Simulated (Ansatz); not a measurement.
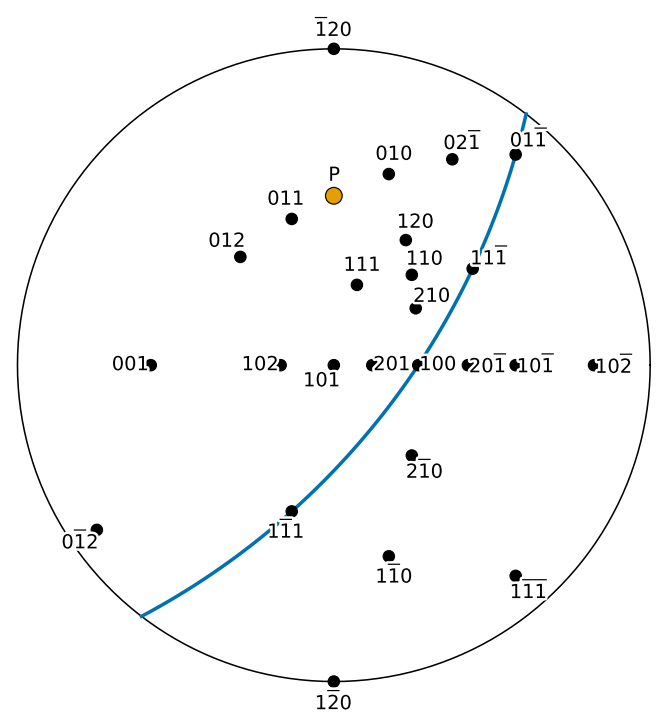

Crystal: MgO, the input geometry of an electronic-structure calculation (not necessarily at equilibrium). Stereographic projection of plane normals (upper hemisphere) centred on (1 0 1). Symmetry computed with spglib at a tolerance of 0.002 Å; standard conventional cell.

a = 3.308 Å, b = 3.308 Å, c = 4.983 Å, α = 90.00°, β = 90.00°, γ = 120.00°.

### Index the pole marked P.

P is (0 2 1), in four indices (0 2 −2 1), 56.3° from the centre.

### Which zone does the coloured great circle trace?

The zone [0 1 1]: its poles satisfy k + l = 0.

### What is the angle between the normals of (2 0 1) and (1 2 0), and what are their d_hkl = 1/|g|?

43.4°; d = 1.377 Å and 1.083 Å.
